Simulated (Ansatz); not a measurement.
# What a change does: single-point calculation on MgO

System: MgO (F-43m, 2 atoms in the cell).
Method of run A: DFT, PBE, all-electron LAPW, scalar-relativistic, no spin polarisation (Ansatz 0.2.0).

Its volume is 0.98 times that of the source entry. Text and figures count atoms from 1; the logs count them from 0 in places.

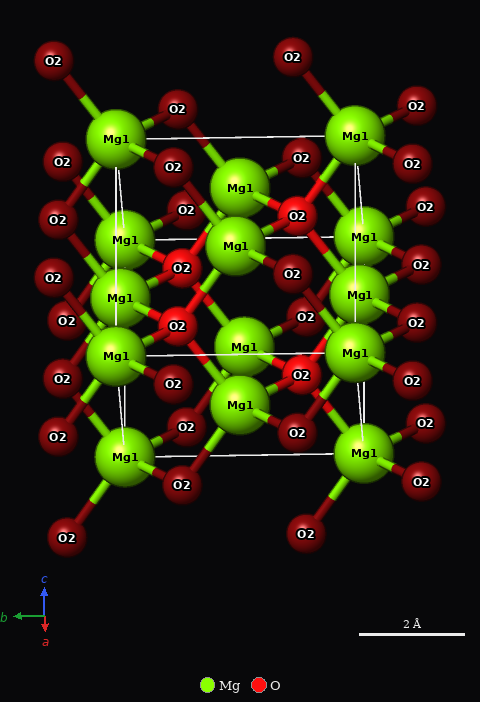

**Figure 1.** The input geometry (ball-and-stick view of the cell 4 times as large as that of the calculation, set on its symmetry axes, seen at an oblique angle; neighbours outside the cell are drawn fainter; atoms are numbered from 1 in the order of the input).

### Input, run A
```yaml
crystal:
  lattice:
    - [0.0, 2.2904179488, 2.2904179488]
    - [2.2904179488, 0.0, 2.2904179488]
    - [2.2904179488, 2.2904179488, 0.0]
  atoms:
    - { symbol: Mg, position: [0.0, 0.0, 0.0] }
    - { symbol: O, position: [0.25, 0.25, 0.25] }
kpoints:
  mp_grid: { grid: [13, 13, 13] }
scf:
  occupations: { method: fermi_dirac, width: 0.08 }
hamiltonian:
  xc: pbe
  pseudopotentials: { kind: all_electron, lapw: { basis_error: 0.0005 } }
output:
  forces: true
  stress: true
  eigenvalues: true
```

Launched with:
```bash
ansatz run input.yaml --threads 1 --pin off --max-ram 2048MiB --backend cpu --events-out ev --progress --plain --runs-dir out
```

Hardware: 1 thread of Arm Neoverse V2, 24 GiB of memory available, shared host.

### Output, shortened to warnings, some set-up lines, iterations and results (run A)
```
Basis set: ecut = 388.80089028438164 eV, 411 PW (Γ), exchange–correlation at level 2
Symmetry: 24 space group operations
k-points: 84 of 2197 (time reversal used)
Initial density: superposition of atomic densities (chi_scale 0.1, normalization cell, long waves kept (reshape's long-wave potential 0.00 eV rms))
[...]
SCF iter   1: F=—  HF=-7504.610225 eV  |F-HF|=—  |Δ(HF+E_count)|=         —  Δρ=1.16e-1  dr2=4.10e0  ethr=2.28e-2  ⟨swp⟩=2.0  Hψ=6939  notcnv=0
SCF iter   2: F=—  HF=-7503.039048 eV  |F-HF|=—  |Δ(HF+E_count)|=    1.57e0  Δρ=3.98e-2  dr2=2.77e-1  ethr=1.54e-3  ⟨swp⟩=2.0  Hψ=5855  notcnv=0
SCF iter   3: F=—  HF=-7502.458828 eV  |F-HF|=—  |Δ(HF+E_count)|=   5.80e-1  Δρ=1.74e-2  dr2=9.92e-2  ethr=1.54e-3  ⟨swp⟩=3.0  Hψ=3510  notcnv=0
SCF iter   4: F=—  HF=-7502.455666 eV  |F-HF|=—  |Δ(HF+E_count)|=         —  Δρ=3.16e-3  dr2=2.91e-3  ethr=5.51e-4  ⟨swp⟩=2.0  Hψ=3242  notcnv=0
SCF iter   5: F=—  HF=-7502.454494 eV  |F-HF|=—  |Δ(HF+E_count)|=   1.17e-3  Δρ=8.94e-4  dr2=2.07e-4  ethr=1.62e-5  ⟨swp⟩=2.0  Hψ=2940  notcnv=0
SCF iter   6: F=—  HF=-7502.454407 eV  |F-HF|=—  |Δ(HF+E_count)|=   8.61e-5  Δρ=7.99e-5  dr2=1.03e-6  ethr=1.15e-6  ⟨swp⟩=2.0  Hψ=2940  notcnv=0
SCF iter   7: F=-7502.454407 eV  HF=-7502.454407 eV  |F-HF|=2.85e-8  |Δ(HF+E_count)|=   4.05e-7  Δρ=8.81e-6  dr2=1.43e-8  ethr=5.75e-9  ⟨swp⟩=3.0  Hψ=3204  notcnv=0
SCF 1 converged in 7 iterations: F = -7502.454407 eV  dr2 = 1.43e-8
SCF converged after 7 iterations
Free energy (F): -7502.454407 eV
Harris-Foulkes:  -7502.454407 eV  (|F-HF|=2.85e-8)
Internal energy: -7502.454407 eV  (E = F + TS)
E sigma→0 (E₀):  -7502.454407 eV
Fermi energy:    6.364828 eV
--- Per-component energies (eV) ---
  E_band       = -1337.145178
  E_kinetic    = 7507.397198
  E_xc         = -683.246473
  E_electrostatic = -14326.605132  (all electrons and nuclei)
  E_smearing   = -0.000000  (= −TS)
  E_closure    = 0.000000  (closes the sum)
  E_atoms      = -7490.792933  (free atoms, spherical and without spin; not in F)
  Σ components = -7502.454407   (vs F -7502.454407, Δ=0.00e0)
  Basis errors (estimates in eV, not in F): energy 2.4e-4 per atom: plane waves 2.1e-4 (1.3e-4 summed), levels above the bands 2.6e-79, relativity 1.2e-8, radial functions 2.4e-5, core shells 2.7e-11; eigenvalues (radial functions only) 4.0e-6; not estimated: angular momenta, meshes, grids; target …
--- Forces (eV/Å), atoms counted from 1 ---
  atom   1  Mg     0.00000000    -0.00000000     0.00000000
  atom   2  O     -0.00000000     0.00000000     0.00000000
  max |Σ_I F_I| component: 4.63e-17 eV/Å
--- Stress (GPa, compression-positive) ---
        2.455942       0.000000      -0.000000
        0.000000       2.455942       0.000000
       -0.000000       0.000000       2.455942
  P = ⅓ Tr σ = 2.4559 GPa (24.559 kbar)
```

For run B the input was changed thus:
```diff
+  dispersion: d4
```

Predict how the results change.

The total energies belong to different models, so their difference says nothing on which is more stable or more accurate. The pressure goes from 2.46 to 0.30 GPa. The dispersion correction adds attraction between all atoms, which pulls the cell inwards and lowers the pressure. The number of SCF iterations is the same.

### Output, shortened to warnings, some set-up lines, iterations and results (run B)
```
Basis set: ecut = 388.80089028438164 eV, 411 PW (Γ), exchange–correlation at level 2
Symmetry: 24 space group operations
k-points: 84 of 2197 (time reversal used)
Initial density: superposition of atomic densities (chi_scale 0.1, normalization cell, long waves kept (reshape's long-wave potential 0.00 eV rms))
[...]
SCF iter   1: F=—  HF=-7504.879751 eV  |F-HF|=—  |Δ(HF+E_count)|=         —  Δρ=1.16e-1  dr2=4.10e0  ethr=2.28e-2  ⟨swp⟩=2.0  Hψ=6939  notcnv=0
SCF iter   2: F=—  HF=-7503.308574 eV  |F-HF|=—  |Δ(HF+E_count)|=    1.57e0  Δρ=3.98e-2  dr2=2.77e-1  ethr=1.54e-3  ⟨swp⟩=2.0  Hψ=5855  notcnv=0
SCF iter   3: F=—  HF=-7502.728353 eV  |F-HF|=—  |Δ(HF+E_count)|=   5.80e-1  Δρ=1.74e-2  dr2=9.92e-2  ethr=1.54e-3  ⟨swp⟩=3.0  Hψ=3510  notcnv=0
SCF iter   4: F=—  HF=-7502.725192 eV  |F-HF|=—  |Δ(HF+E_count)|=         —  Δρ=3.16e-3  dr2=2.91e-3  ethr=5.51e-4  ⟨swp⟩=2.0  Hψ=3242  notcnv=0
SCF iter   5: F=—  HF=-7502.724019 eV  |F-HF|=—  |Δ(HF+E_count)|=   1.17e-3  Δρ=8.94e-4  dr2=2.07e-4  ethr=1.62e-5  ⟨swp⟩=2.0  Hψ=2940  notcnv=0
SCF iter   6: F=—  HF=-7502.723933 eV  |F-HF|=—  |Δ(HF+E_count)|=   8.61e-5  Δρ=7.99e-5  dr2=1.03e-6  ethr=1.15e-6  ⟨swp⟩=2.0  Hψ=2940  notcnv=0
SCF iter   7: F=-7502.723933 eV  HF=-7502.723933 eV  |F-HF|=2.85e-8  |Δ(HF+E_count)|=   4.05e-7  Δρ=8.81e-6  dr2=1.43e-8  ethr=5.75e-9  ⟨swp⟩=3.0  Hψ=3204  notcnv=0
SCF 1 converged in 7 iterations: F = -7502.723933 eV  dr2 = 1.43e-8
SCF converged after 7 iterations
Free energy (F): -7502.723933 eV
Harris-Foulkes:  -7502.723933 eV  (|F-HF|=2.85e-8)
Internal energy: -7502.723933 eV  (E = F + TS)
E sigma→0 (E₀):  -7502.723933 eV
Fermi energy:    6.364828 eV
--- Per-component energies (eV) ---
  E_band       = -1337.145178
  E_kinetic    = 7507.397198
  E_xc         = -683.246473
  E_electrostatic = -14326.605132  (all electrons and nuclei)
  E_disp       = -0.269526  (pairwise vdW)
  E_smearing   = -0.000000  (= −TS)
  E_closure    = 0.000000  (closes the sum)
  E_atoms      = -7490.792933  (free atoms, spherical and without spin; not in F)
  Σ components = -7502.723933   (vs F -7502.723933, Δ=0.00e0)
  Basis errors (estimates in eV, not in F): energy 2.4e-4 per atom: plane waves 2.1e-4 (1.3e-4 summed), levels above the bands 2.6e-79, relativity 1.2e-8, radial functions 2.4e-5, core shells 2.7e-11; eigenvalues (radial functions only) 4.0e-6; not estimated: angular momenta, meshes, grids; target …
--- Forces (eV/Å), atoms counted from 1 ---
  atom   1  Mg     0.00000000    -0.00000000     0.00000000
  atom   2  O     -0.00000000     0.00000000     0.00000000
  max |Σ_I F_I| component: 4.63e-17 eV/Å
--- Stress (GPa, compression-positive) ---
        0.304960      -0.000000      -0.000000
       -0.000000       0.304960       0.000000
       -0.000000       0.000000       0.304960
  P = ⅓ Tr σ = 0.3050 GPa (3.050 kbar)
```

### The two runs side by side

| quantity | run A | run B |
| --- | --- | --- |
| outcome | converged | converged |
| free energy per atom (eV) | −3751.2272 | −3751.3620 |
| gap on the mesh (eV) | 3.59 | 3.59 |
| pressure (GPa) | 2.46 | 0.30 |
| largest force (eV/Å) | 0.000 | 0.000 |
| SCF iterations | 7 | 7 |
| irreducible k-points | 84 | 84 |
| plane waves at Γ | 411 | 411 |
| wall time (shared host) | 16 s | 16 s |
